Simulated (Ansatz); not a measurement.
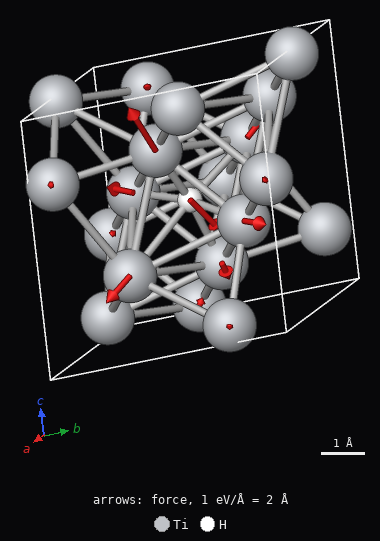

Starting geometry of a defect cell of composition Ti18H with the computed forces as red arrows. The picture is a ball-and-stick view of the cell of the calculation (origin shifted), seen slightly off an axis.

Case: H interstitial, charge +0, atoms relaxed.

Theory: DFT PBE, scalar-relativistic, plane waves, PAW (Ansatz). (plane-wave cutoff 420 eV; k-point mesh 4 × 4 × 4; occupations gaussian; smearing width 0.1 eV; mesh shifted by (0.5, 0.5, 0.5); no spin polarisation; atoms relaxed in a fixed cell; force threshold 0.02 eV/Å; at most 60 steps)

What follows when this structure is relaxed?

Answer. It isn't relaxed: the largest force vector, on a Ti atom, is 0.79 eV/Å. The final displacements follow the starting forces only in part (cosine between the two patterns 0.61). The atom that moves furthest is the H atom (0.20 Å along [−3 2 0]). Largest moves by element: H 0.20 Å, Ti 0.11 Å. The cell stays as it was. Near-neighbour distances that change, for instance: H–Ti 2.426 → 2.715 Å, H–Ti 1.851 → 1.993 Å, H–Ti 2.158 → 2.026 Å, Ti–Ti 2.999 → 3.092 Å. Bond angles that change, for instance: Ti–H–Ti 172.0° → 161.1°, Ti–H–Ti 170.4° → 161.1°, Ti–H–Ti 91.3° → 99.4°. Over 5 geometry steps the energy falls by 0.108 eV per cell of the calculation. Largest force component: 0.6 eV/Å at the start, 0.0036 eV/Å at the end.

Limits of the set-up: the periodic images lie only 7.3 Å apart, so the values are limited by the cell's size.
